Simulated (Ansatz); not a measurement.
# Au/Be2C/Cd: conductance against the thickness of the layer, part 2 of 5

Aim: the conductance of Au/Be2C/Cd junctions as the barrier thickens. The lower electrode is Au fcc(111), the upper one Cd hcp(0001); the barrier is Be2C fluorite(111) (whole trilayers). In the first transport cell, after relaxation, the nearest pair of electrode and barrier is Au–Be at 2.50 Å, along the normal, at the lower face and Cd–Be at 3.41 Å, at a slant, too long for a bond, at the upper one. A gap without bonds adds to the barrier. All share a net of side 2.942 Å, which strains the lower electrode by +0.0 %, the upper one by -2.9 % and the barrier by -3.9 %, against typed lattice constants near PBE's. The first steps treat the bulk electrodes alone.

Ansatz 0.2.0; PBE DFT, plane waves, PAW files (the session's first sound run).

So far: Set-up; The strained electrode, 3 atoms, electrode Au fcc(111); The strained electrode, 2 atoms, electrode Cd hcp(0001).

### 4. Relaxing the interfaces

System of this step: Au/Be2C/Cd. The cell holds 17 atoms: 4 Au, 6 Be, 3 C and 4 Cd. Cell: a = 2.942 Å, b = 2.942 Å, c = 42.485 Å, α = 90.0°, β = 90.0°, γ = 120.0°. Vacuum lies along c.

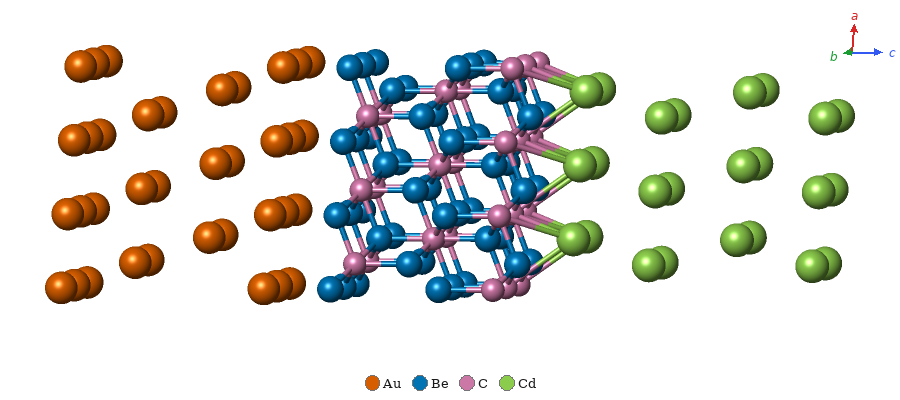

The cell of this step (gold orange, beryllium blue, carbon pink, cadmium green). Bonds to atoms that aren't drawn are left out. 3×2×1 cells are drawn. Some periodic images of atoms are drawn too.

The starting distances are typed guesses, too rough for a quantity that is exponential in distance. A short slab in vacuum serves: only the barrier and the layers next to it are taken over, and later cells can add or drop layers in the barrier's middle. The dipole correction removes the field that unlike faces would set up across the vacuum.

Input file input.yaml:

```yaml
crystal:
  lattice:
    - [2.942, 0.0, 0.0]
    - [-1.471, 2.5478467379, 0.0]
    - [0.0, 0.0, 42.4849715973]
  atoms:
    - { symbol: Au, position: [0.0, 0.0, 0.1883018794] }
    - { symbol: Au, position: [0.33333333, 0.66666667, 0.24482841] }
    - { symbol: Au, position: [0.66666667, 0.33333333, 0.3013549405] }
    - { symbol: Au, position: [0.0, 0.0, 0.3578814711] }
    - { symbol: Be, position: [0.0, 0.0, 0.4136659029] }
    - { symbol: C, position: [0.33333333, 0.66666667, 0.4287793782] }
    - { symbol: Be, position: [0.66666667, 0.33333333, 0.4438928535] }
    - { symbol: Be, position: [0.33333333, 0.66666667, 0.474119804] }
    - { symbol: C, position: [0.66666667, 0.33333333, 0.4892332793] }
    - { symbol: Be, position: [0.0, 0.0, 0.5043467546] }
    - { symbol: Be, position: [0.66666667, 0.33333333, 0.5345737052] }
    - { symbol: C, position: [0.0, 0.0, 0.5496871804] }
    - { symbol: Be, position: [0.33333333, 0.66666667, 0.5648006557] }
    - { symbol: Cd, position: [0.66666667, 0.33333333, 0.6063591159] }
    - { symbol: Cd, position: [0.33333333, 0.66666667, 0.6748054508] }
    - { symbol: Cd, position: [0.66666667, 0.33333333, 0.7432517857] }
    - { symbol: Cd, position: [0.33333333, 0.66666667, 0.8116981206] }
kpoints:
  mp_grid: { grid: [12, 12, 1] }
scf:
  occupations: { method: fermi_dirac, width: 0.1 }
  max_iter: 150
hamiltonian:
  xc: pbe
efield:
  axis: 3
  dipole_correction: true
relax:
  f_tol: 0.04
  max_steps: 60
output:
  forces: true
```

Launch:

```console
> ansatz run input.yaml --threads 4 --pin off --max-ram 10240MiB --backend cpu --events-out ev --progress --plain --runs-dir out
```

Numbers of over 12 decimals in the logs are rounded to 6 here.

What it wrote:

```text
[...]
Crystal: 17 atoms, lattice volume = 318.457 Å³
Basis set: ecut = 420 eV, 6129 PW (Γ), exchange–correlation on 40×40×576 points (8 copies of the dense FFT grid, shifted against one another)
Bands: 108, of which v1, the nominal top of the filled ones, is band 90 counted from 1 (89 counted from 0)
Symmetry: 6 space group operations
[...]
k-points: 19 of 144 (time reversal used)
[...]
SCF iter   1: F=—  HF=-86923.858783 eV  |F-HF|=—  |Δ(HF+E_count)|=         —  Δρ=4.04e-3  dr2=2.90e0  ethr=1.77e-3  p=0.044 e·Å  D=2.49e-2 V/Å  ΔV_dip=-1.06 eV  dr2_dipole=1.77e0  V_vac-E_F(+/−)=3.84/4.90 eV  ⟨swp⟩=9.9  Hψ=10432  notcnv=0  defer=77
efield: sawtooth ramp at fractional position 0.9500 (placed from the atoms, in the widest stretch of the axis that holds none; the zero of the levels goes with the place), width 0.1000; the density the first Hamiltonian is built on has a dipole p = 0.044 e·Å; the dipole correction subtracts the counter field D = 2.49e-2 V/Å, which shifts the + side's vacuum level by -1.06 eV against the − side's; the planar-averaged density in the ramp window peaks in size at 1.3e-4 e/Å³
[...]
SCF iter   2: F=—  HF=-86923.804647 eV  |F-HF|=—  |Δ(HF+E_count)|=   5.41e-2  Δρ=1.81e-3  dr2=4.14e-2  ethr=1.61e-3  p=0.053 e·Å  D=3.02e-2 V/Å  ΔV_dip=-1.28 eV  dr2_dipole=4.96e-4  V_vac-E_F(+/−)=3.89/5.17 eV  ⟨swp⟩=1.5  Hψ=2419  notcnv=0  defer=114
[...]
SCF iter   6: F=-86923.800357 eV  HF=-86923.800367 eV  |F-HF|=1.02e-5  |Δ(HF+E_count)|=   2.02e-6  Δρ=2.68e-5  dr2=1.09e-5  ethr=2.22e-8  p=0.054 e·Å  D=3.06e-2 V/Å  ΔV_dip=-1.30 eV  dr2_dipole=1.03e-6  V_vac-E_F(+/−)=3.87/5.17 eV  ⟨swp⟩=4.6  Hψ=6714  notcnv=0
WARN: efield: at this solve's end the planar-averaged density reaches 1.49e-5 e/Å³ inside the ramp window [0.9265, 0.0735] (bound 1e-5 e/Å³), and -1.48e-5 e/Å³ on another of its planes; by the running means of the window's planes the mean density over a ramp is at most 1.10e-5 e/Å³, which is held to the bound (the quickstart, § The vacuum guard, A window that rings); the window's nearer edge stands 4.88 Å from this s [...]
SCF 1 converged in 6 iterations: F = -86923.800357 eV  dr2 = 1.09e-5
[...]
relax step   1: F+E_penalty+E_count = -86923.80035709 eV  Δ(F+E_penalty+E_count) = +0.000e0 eV  max|allowed force component| = 1.968e0 eV/Å  Δτ_max = 0.0000 Å  (6 SCF iters, dr2 threshold 4.00e-5 eV, accepted)
[...]
SCF iter   1: F=—  HF=-86924.252400 eV  |F-HF|=—  |Δ(HF+E_count)|=         —  Δρ=4.86e-3  dr2=4.99e-1  ethr=3.05e-4  p=0.054 e·Å  D=3.06e-2 V/Å  ΔV_dip=-1.30 eV  dr2_dipole=1.60e-1  V_vac-E_F(+/−)=3.87/5.17 eV  ⟨swp⟩=1.1  Hψ=7672  notcnv=0  defer=136
efield: sawtooth ramp at fractional position 0.9500 (handed on by an earlier solve), width 0.1000; the density the first Hamiltonian is built on has a dipole p = 0.054 e·Å; the dipole correction subtracts the counter field D = 3.06e-2 V/Å, which shifts the + side's vacuum level by -1.30 eV against the − side's; the planar-averaged density in the ramp window peaks in size at 1.5e-5 e/Å³
[...]
SCF iter   2: F=—  HF=-86924.231408 eV  |F-HF|=—  |Δ(HF+E_count)|=   2.10e-2  Δρ=3.12e-3  dr2=1.52e-1  ethr=2.77e-4  p=0.055 e·Å  D=3.15e-2 V/Å  ΔV_dip=-1.34 eV  dr2_dipole=2.39e-3  V_vac-E_F(+/−)=3.83/5.17 eV  ⟨swp⟩=2.2  Hψ=3198  notcnv=0  defer=136
[...]
SCF iter   6: F=-86924.210418 eV  HF=-86924.210427 eV  |F-HF|=9.11e-6  |Δ(HF+E_count)|=   9.69e-7  Δρ=2.10e-5  dr2=9.54e-6  ethr=5.46e-8  p=0.056 e·Å  D=3.18e-2 V/Å  ΔV_dip=-1.35 eV  dr2_dipole=6.63e-7  V_vac-E_F(+/−)=3.83/5.18 eV  ⟨swp⟩=4.0  Hψ=6530  notcnv=0
[...]
SCF 2 converged in 6 iterations: F = -86924.210418 eV  dr2 = 9.54e-6
[...]
relax step   2: F+E_penalty+E_count = -86924.21041774 eV  Δ(F+E_penalty+E_count) = -4.101e-1 eV  max|allowed force component| = 8.452e-1 eV/Å  Δτ_max = 0.1973 Å  (6 SCF iters, dr2 threshold 1.00e-4 eV, accepted)
[...]
SCF iter   6: F=-86924.403053 eV  HF=-86924.403066 eV  |F-HF|=1.37e-5  |Δ(HF+E_count)|=   1.92e-6  Δρ=2.79e-5  dr2=1.37e-5  ethr=2.48e-8  p=0.056 e·Å  D=3.21e-2 V/Å  ΔV_dip=-1.36 eV  dr2_dipole=1.74e-6  V_vac-E_F(+/−)=3.80/5.17 eV  ⟨swp⟩=3.1  Hψ=7610  notcnv=0
[...]
SCF 3 converged in 6 iterations: F = -86924.403053 eV  dr2 = 1.37e-5
relax step   3: F+E_penalty+E_count = -86924.40305267 eV  Δ(F+E_penalty+E_count) = -1.926e-1 eV  max|allowed force component| = 2.477e-1 eV/Å  Δτ_max = 0.1935 Å  (6 SCF iters, dr2 threshold 4.47e-5 eV, accepted)
[...]
relax step   4: F+E_penalty+E_count = -86924.49168884 eV  Δ(F+E_penalty+E_count) = -8.864e-2 eV  max|allowed force component| = 1.812e-1 eV/Å  Δτ_max = 0.1945 Å  (7 SCF iters, dr2 threshold 5.27e-6 eV, accepted)
[...]
relax step   5: F+E_penalty+E_count = -86924.54317384 eV  Δ(F+E_penalty+E_count) = -5.149e-2 eV  max|allowed force component| = 9.841e-2 eV/Å  Δτ_max = 0.2000 Å  (7 SCF iters, dr2 threshold 2.82e-6 eV, accepted)
[...]
relax step   6: F+E_penalty+E_count = -86924.57516224 eV  Δ(F+E_penalty+E_count) = -3.199e-2 eV  max|allowed force component| = 4.175e-2 eV/Å  Δτ_max = 0.1976 Å  (7 SCF iters, dr2 threshold 2.86e-6 eV, accepted)
[...]
relax step   7: F+E_penalty+E_count = -86924.59189047 eV  Δ(F+E_penalty+E_count) = -1.673e-2 eV  max|allowed force component| = 7.470e-2 eV/Å  Δτ_max = 0.1978 Å  (9 SCF iters, accepted)
SCF iter   1: F=—  HF=-86924.604910 eV  |F-HF|=—  |Δ(HF+E_count)|=         —  Δρ=3.36e-3  dr2=5.67e-2  ethr=2.93e-4  p=0.057 e·Å  D=3.24e-2 V/Å  ΔV_dip=-1.37 eV  dr2_dipole=1.21e-3  V_vac-E_F(+/−)=3.81/5.19 eV  ⟨swp⟩=5.3  Hψ=5625  notcnv=0  defer=127
efield: sawtooth ramp at fractional position 0.9570 (placed anew in the vacuum of the place that an earlier solve handed on: the zero of the levels moves with the ramp), width 0.1000; the density the first Hamiltonian is built on has a dipole p = 0.057 e·Å; the dipole correction subtracts the counter field D = 3.24e-2 V/Å, which shifts the + side's vacuum level by -1.37 eV against the − side's; the planar-averaged density in the ramp window peaks in size at 6.1e-5 e/Å³
[...]
SCF iter   2: F=—  HF=-86924.604485 eV  |F-HF|=—  |Δ(HF+E_count)|=   4.25e-4  Δρ=2.19e-3  dr2=4.53e-2  ethr=3.15e-5  p=0.056 e·Å  D=3.19e-2 V/Å  ΔV_dip=-1.36 eV  dr2_dipole=1.68e-3  V_vac-E_F(+/−)=3.79/5.14 eV  ⟨swp⟩=2.1  Hψ=3555  notcnv=0  defer=122
[...]
SCF iter   8: F=-86924.595406 eV  HF=-86924.595406 eV  |F-HF|=2.07e-8  |Δ(HF+E_count)|=   4.78e-8  Δρ=1.62e-6  dr2=2.95e-8  ethr=5.56e-11  p=0.057 e·Å  D=3.24e-2 V/Å  ΔV_dip=-1.38 eV  dr2_dipole=8.37e-9  V_vac-E_F(+/−)=3.80/5.18 eV  ⟨swp⟩=5.0  Hψ=7591  notcnv=0
[...]
SCF 8 converged in 8 iterations: F = -86924.595406 eV  dr2 = 2.95e-8
relax step   8: F+E_penalty+E_count = -86924.59540577 eV  Δ(F+E_penalty+E_count) = -3.515e-3 eV  max|allowed force component| = 2.350e-2 eV/Å  Δτ_max = 0.1211 Å  (8 SCF iters, accepted)
SCF converged after 8 iterations
Free energy (F): -86924.595406 eV
[...]
Internal energy: -86924.484296 eV  (E = F + TS)
E sigma→0 (E₀):  -86924.539851 eV
Entropy (-TS):   -0.111110 eV (-6.536 meV/atom)
Fermi energy:    8.616222 eV
Dipole field:    D = 0.032517 V/Å  (p = 0.057227 e·Å, saw-weighted, corrected)
Work function:   Φ+ = 3.8031 eV   Φ− = 5.1851 eV
Levels:          The Fermi level and band energies are counted from a zero that moves with the ramp; work functions are not
Vacuum region:   at the solve's end the planar-averaged density reaches 6.06e-5 e/Å³ inside the ramp window [0.9335, 0.0805] (bound 1e-5 e/Å³), and -1.02e-5 e/Å³ on another of its planes; by the running means of the window's planes the mean density over a ramp is at most 5.56e-5 e/Å³, which is held to the bound (the quickstart, § The vacuum guard, A window that rings)
[...]
--- Forces (eV/Å), atoms counted from 1 ---
  atom   1  Au     0.00000000    -0.00000000     0.00225277
  atom   2  Au     0.00000000     0.00000000    -0.00115107
  atom   3  Au     0.00000000     0.00000000     0.00094201
  atom   4  Au     0.00000000     0.00000000    -0.00256430
  atom   5  Be    -0.00000000    -0.00000000     0.00724321
  atom   6  C      0.00000000    -0.00000000    -0.00383614
  atom   7  Be     0.00000000    -0.00000000    -0.00216343
  atom   8  Be     0.00000000     0.00000000     0.00863155
  atom   9  C     -0.00000000    -0.00000000    -0.02149576
  atom  10  Be     0.00000000    -0.00000000     0.00598441
  atom  11  Be     0.00000000     0.00000000     0.01085192
  atom  12  C      0.00000000     0.00000000    -0.02350556
  atom  13  Be     0.00000000    -0.00000000     0.00752253
  atom  14  Cd     0.00000000     0.00000000     0.01053317
  atom  15  Cd     0.00000000    -0.00000000     0.00190894
  atom  16  Cd     0.00000000     0.00000000    -0.00101319
  atom  17  Cd     0.00000000    -0.00000000    -0.00026284
  max |Σ_I F_I| component: 1.22e-4 eV/Å
--- Relaxed structure (8 steps of the walk, 8 accepted, 0 SCFs on fresh bases) ---
  F+E_penalty+E_count = -86924.59540577 eV   max|allowed force component| = 2.350e-2 eV/Å
  atoms:
    - { symbol: Au, position: [-2.0963696978304913e-17, 0, 0.178495] }
    - { symbol: Au, position: [0.333333, 0.666667, 0.235530] }
    - { symbol: Au, position: [0.666667, 0.333333, 0.291393] }
    - { symbol: Au, position: [-1.773714601914923e-17, 0, 0.349584] }
    - { symbol: Be, position: [-1.1172103792579767e-17, 0, 0.408440] }
    - { symbol: C, position: [0.333333, 0.666667, 0.424354] }
    - { symbol: Be, position: [0.666667, 0.333333, 0.437443] }
    - { symbol: Be, position: [0.333333, 0.666667, 0.468638] }
    - { symbol: C, position: [0.666667, 0.333333, 0.484123] }
    - { symbol: Be, position: [-1.2807476491678396e-17, 0, 0.498355] }
    - { symbol: Be, position: [0.666667, 0.333333, 0.529381] }
    - { symbol: C, position: [-1.2094116330942667e-17, 0, 0.544030] }
    - { symbol: Be, position: [0.333333, 0.666667, 0.556963] }
    - { symbol: Cd, position: [0.666667, 0.333333, 0.626555] }
    - { symbol: Cd, position: [0.333333, 0.666667, 0.696305] }
    - { symbol: Cd, position: [0.666667, 0.333333, 0.766508] }
    - { symbol: Cd, position: [0.333333, 0.666667, 0.835483] }
```

Elapsed: 2 min, on 4 threads of Arm Neoverse V1, shared host; peak memory 1.3 GiB.

The steps of the relaxation:

```csv
step,energy less that of the first step (eV),largest force component (eV/Å)
1,0.0000,1.9676
2,-0.4101,0.8452
3,-0.6027,0.2477
4,-0.6913,0.1812
5,-0.7428,0.0984
6,-0.7748,0.0418
7,-0.7915,0.0747
8,-0.7950,0.0235
```

The run keeps the 6 symmetry operations that it works with, so distortions that break them were not tested.

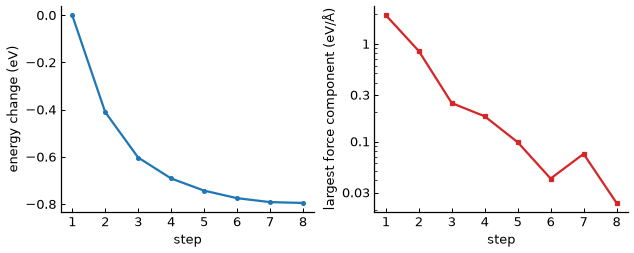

Energy and largest force along the relaxation.

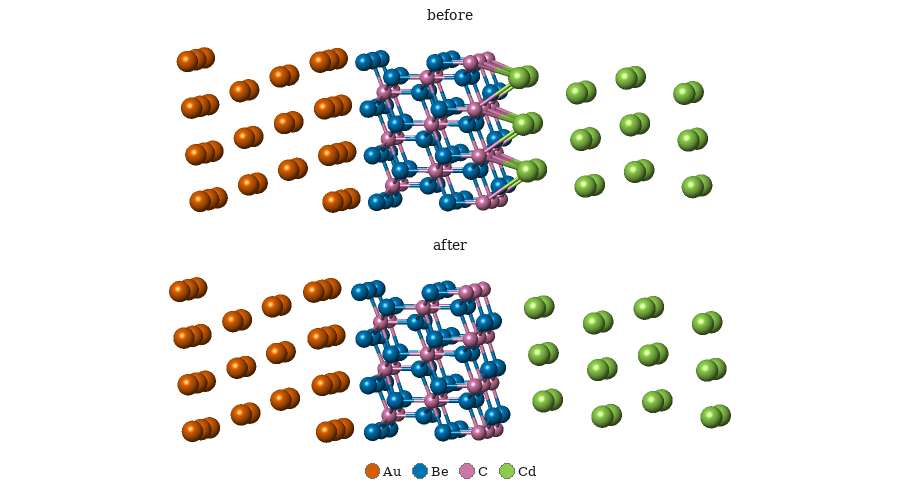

The structure before and after the relaxation, drawn at the same scale. Bonds to atoms that aren't drawn are left out.

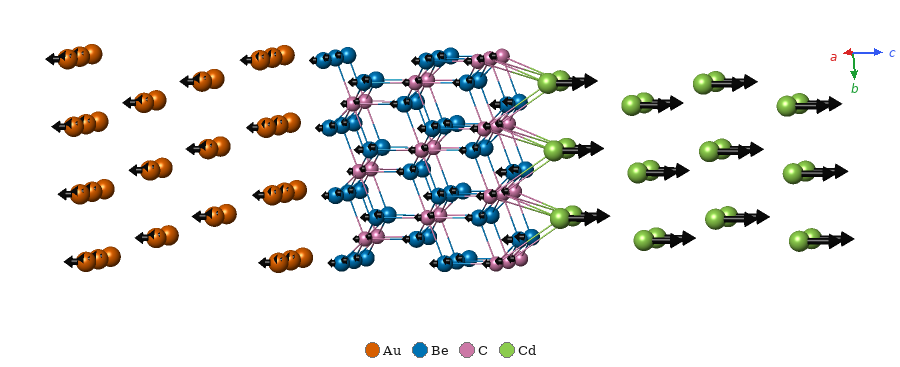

Displacements in the relaxation, exaggerated; the longest in the cell stands for 1.01 Å. Bonds to atoms that aren't drawn are left out. 2×3×1 cells are drawn. Some periodic images of atoms are drawn too.

The atoms that moved most (Å):

```csv
atom,dx,dy,dz,length
Cd17,0.000,0.000,1.011,1.011
Cd16,0.000,0.000,0.988,0.988
Cd15,0.000,0.000,0.913,0.913
Cd14,0.000,0.000,0.858,0.858
Au3,0.000,0.000,-0.423,0.423
Au1,0.000,0.000,-0.417,0.417
Au2,0.000,0.000,-0.395,0.395
Au4,0.000,0.000,-0.353,0.353
```

This step gave:

```yaml
free_energy: -86924.5954 eV
fermi_energy: 8.616 eV
```

The largest force component on a free atom ends at 0.023 eV/Å. At one or more of this run's solves the program warned of density in the dipole ramp over its bound, where dipole, forces and levels can be off.

(Continued in part 3 of 5.)

[Logs are printed without paths, hosts, clocks, repeated set-up lines and the standing remarks that a program may print on its own settings, such as how far it seeks lower states.]

[Hosts, paths, dates, database ids (printed as entryN), source tags and the programs' standing remarks are cut or masked in the printed files.]
